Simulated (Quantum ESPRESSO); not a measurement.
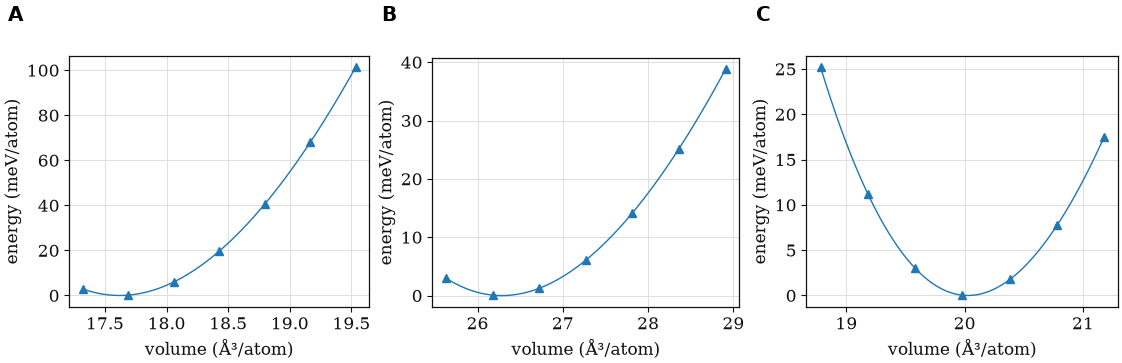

Each panel shows the energy against volume for one of these solids: Nb, Im-3m (No. 229); Si, Fd-3m (No. 227); SnSe, Fm-3m (No. 225).

How it was computed, with Quantum ESPRESSO 7.5: plane-wave DFT, no spin polarisation; energies at scaled volumes of the given cell, shape and fractions fixed, counted from the fit's minimum, third-order Birch-Murnaghan fit. Level: PBEsol.

### Which panel belongs to which solid?

A is Nb (energy from 0 meV/atom to 101 meV/atom, V0 17.62 Å³/atom, B0 181 GPa); B is SnSe (energy from 0.07 meV/atom to 38.81 meV/atom, V0 26.28 Å³/atom, B0 56.3 GPa); C is Si (energy from 0.03 meV/atom to 25.17 meV/atom, V0 20.03 Å³/atom, B0 93.3 GPa).
